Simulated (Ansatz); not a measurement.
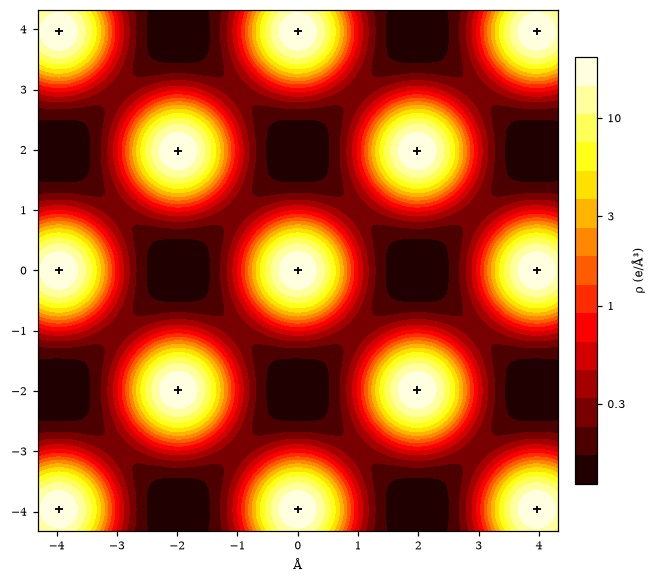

The valence pseudo-density on a plane through atoms (crosses mark nuclei in the plane).

All numbers below come from DFT PBEsol, scalar-relativistic, plane waves, PAW in Ansatz 0.2.0.

Candidates:
A. W, a = 3.19 Å, b = 3.19 Å, c = 3.19 Å, α = 90.00°, β = 90.00°, γ = 90.00°. Space group Im-3m; computed pressure about −11 GPa in this cell.
B. Ag, a = 3.96 Å, b = 3.96 Å, c = 3.96 Å, α = 90.00°, β = 90.00°, γ = 90.00°. Space group Fm-3m; changed on purpose from its base cell (strain -0.030 along x and y, -0.030 along z, atoms carried along); computed pressure about 10 GPa in this cell; computed without spin polarisation.

**Which system is this?**

Candidate B: Ag on the (100) plane of the conventional cell, which holds Ag. Ag–Ag (2.80 Å): ρ at the midpoint is about 0.25 e/Å³.
